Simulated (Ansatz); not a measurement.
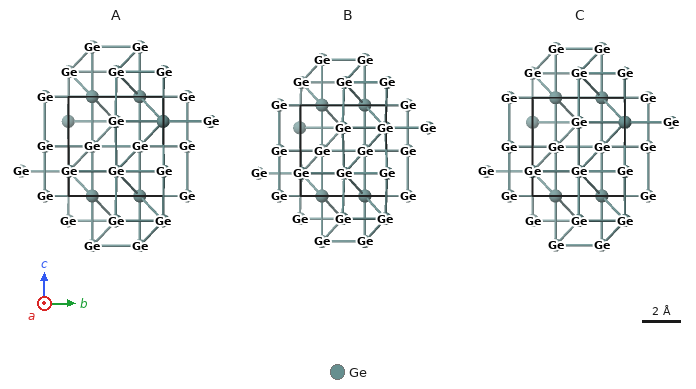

3 geometries from one relaxation of a crystal of Ge (a generated structure, set up in Pbcm) (coarse preliminary run), in shuffled order. A ball-and-stick model of the cell of the calculation, seen along the a axis.

Theory: DFT PBE, scalar-relativistic, plane waves, PAW in Ansatz 0.2.0. Set-up: plane-wave cutoff 420 eV; k-point mesh 4 × 4 × 4; occupations gaussian; smearing width 0.1 eV; no spin polarisation; cell and atoms relaxed; force threshold 0.04 eV/Å; at most 70 steps.

Question: Put them in the order of the run, from the start to the converged end.

Answer: B, C, A. They are steps 0, 2, 8, at +2.121 eV per cell of the calculation, +88.4 meV per cell of the calculation relative to the last. After 6 accepted moves (8 points after the start) the energy has fallen by 2.121 eV per cell of the calculation. The largest force component goes from 0.72 to 0.0035 eV/Å. The pressure goes from 22.40 to 0.09 GPa. At 2 points the geometry stayed and the basis and grid were re-selected for the new cell (energy shift of 30.8 meV per cell of the calculation at most each time). The largest moves relative to the cell, 0.10 Å, are those of Ge atoms. The volume changes by +22.4 %, with a 5.994 → 6.060 Å (+1.1 %), b 4.614 → 5.108 Å (+10.7 %), c 4.889 → 5.348 Å (+9.4 %). Some distances before and after: Ge–Ge 2.552 → 2.831 Å, Ge–Ge 2.445 → 2.674 Å, Ge–Ge 2.517 → 2.693 Å, Ge–Ge 2.645 → 2.807 Å. Among the angles between lasting bonds that change: Ge–Ge–Ge 129.2° → 141.1°, Ge–Ge–Ge 132.9° → 143.0°, Ge–Ge–Ge 135.1° → 144.6°. The space group stays Pbcm (No. 57). The run took 3 min on 1 thread of Arm Neoverse V1 (shared host), peak memory 0.53 GiB.
